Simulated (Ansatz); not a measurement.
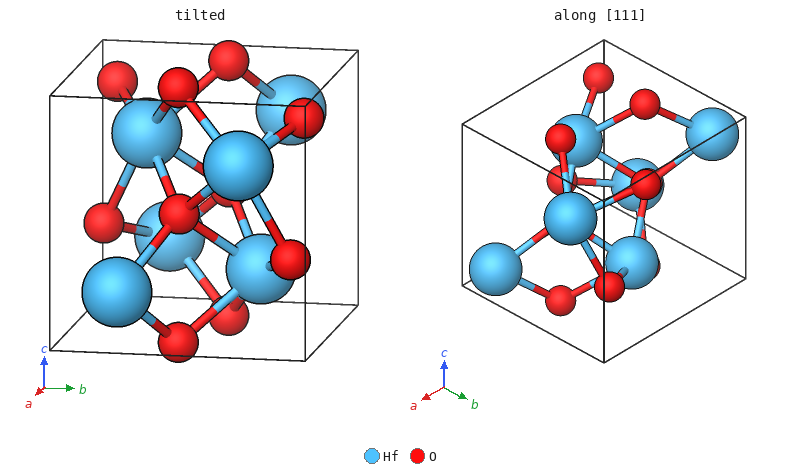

View slightly off an axis and along [111], drawn as a ball-and-stick model. The conventional unit cell is drawn as a box.

State composition, symmetry and coordination.

- It has the composition HfO$_{2}$.
- It belongs to space group Pca2_1 (No. 29) and has a primitive orthorhombic lattice.
- Atoms per cell: 12 (4 Hf, 8 O).
- Hf is linked to seven O. O takes two kinds of site: 4a with three Hf; 4a with four Hf in a distorted tetrahedral arrangement. Not all metal-metal contacts are counted.
- The bonds build a three-dimensional framework.

Its origin is a structure listed in the Materials Project. It was relaxed at fixed volume with DFT r2SCAN, scalar-relativistic, plane waves, PAW (Ansatz).

At this level of theory the cell isn't at rest (compressed, at 16 GPa), so its distances can differ from those at equilibrium, the more so the softer the solid.
